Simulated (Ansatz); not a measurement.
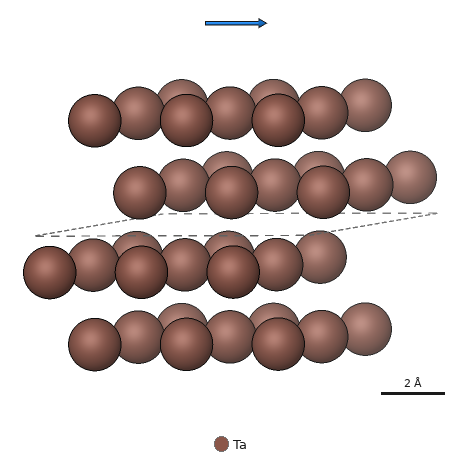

Crystalline Ta (Fm-3m): the crystal above a cut along the (1 1 1) plane of the conventional cell (between a plane of Ta below and one of Ta above, 2.41 Å apart) is slid rigidly by fractions of an in-plane lattice vector 2.95 Å long (a generalised stacking fault). One cut stands in each cell, which starts 14.5 Å high; nothing is relaxed, and the dashed outline marks the cut, the arrow on top the direction of slip. The picture shows the perfect crystal around the cut (dashed). A spheres-only model of the layers on both sides of the cut, seen from the side, nearly along the cut plane.

Method: DFT PBEsol, scalar-relativistic, plane waves, PAW (Ansatz). (plane-wave cutoff 420 eV; k-point mesh 23 × 23 × 4; occupations gaussian; smearing width 0.15 eV; no spin polarisation). Energies (free energies at the smearing named) are counted from the relaxed crystal.

Input
```yaml
crystal:
  lattice:
    - [2.0877952336, -2.0877952336, 0.0]
    - [2.0877952336, 0.0, -2.0877952336]
    - [8.3511809344, 8.3511809344, 8.3511809344]
  atoms:
    - { symbol: Ta, position: [0.6666666667, 0.6666666667, 0.1666666667] }
    - { symbol: Ta, position: [0.0, 0.0, 0.0] }
    - { symbol: Ta, position: [0.3333333333, 0.3333333333, 0.3333333333] }
    - { symbol: Ta, position: [0.6666666667, 0.6666666667, 0.6666666667] }
    - { symbol: Ta, position: [0.0, 0.0, 0.5] }
    - { symbol: Ta, position: [0.3333333333, 0.3333333333, 0.8333333333] }
basis:
  ecutwfc: 420
kpoints:
  mp_grid: { grid: [23, 23, 4] }
hamiltonian:
  xc: pbesol
scf:
  occupations: { method: gaussian, width: 0.15 }
output:
  forces: true
  stress: true
  eigenvalues: true
```

Run as
```bash
ansatz run input.yaml --threads 2 --pin off --max-ram 5120MiB --backend cpu --events-out ev --progress --plain --runs-dir out
```

What energies does the calculation give (the slip: 0.00, 0.10, 0.20, 0.30, 0.40, 0.50, 0.60, 0.70, 0.80, 0.90, 1.00)?

| slip (fraction of the lattice vector) | γ (mJ/m²) |
| --- | --- |
| 0.00 | 0 |
| 0.10 | −25 |
| 0.20 | −3 |
| 0.30 | 168 |
| 0.40 | 432 |
| 0.50 | 567 |
| 0.60 | 432 |
| 0.70 | 168 |
| 0.80 | −3 |
| 0.90 | −25 |
| 1.00 | 0 |

Points that are alike by symmetry were computed once.

The curve starts and ends at zero, since a full lattice vector restores the crystal. Its highest computed point is 567 mJ/m² at slip 0.50. The local minimum at 0.10 (−25 mJ/m²) is a metastable fault on this line; the lower of the two humps that part it from the perfect crystal is 0 mJ/m² high. The local minimum at 0.90 (−25 mJ/m²) is a metastable fault on this line; the lower of the two humps that part it from the perfect crystal is 0 mJ/m² high. The path is symmetric about half-way. Relaxation across the fault would lower the values.

As a plot (hollow markers are points alike by symmetry):

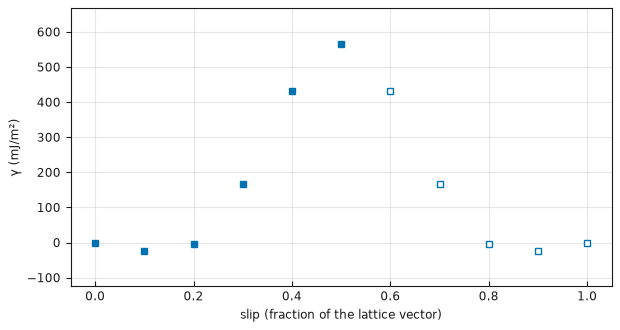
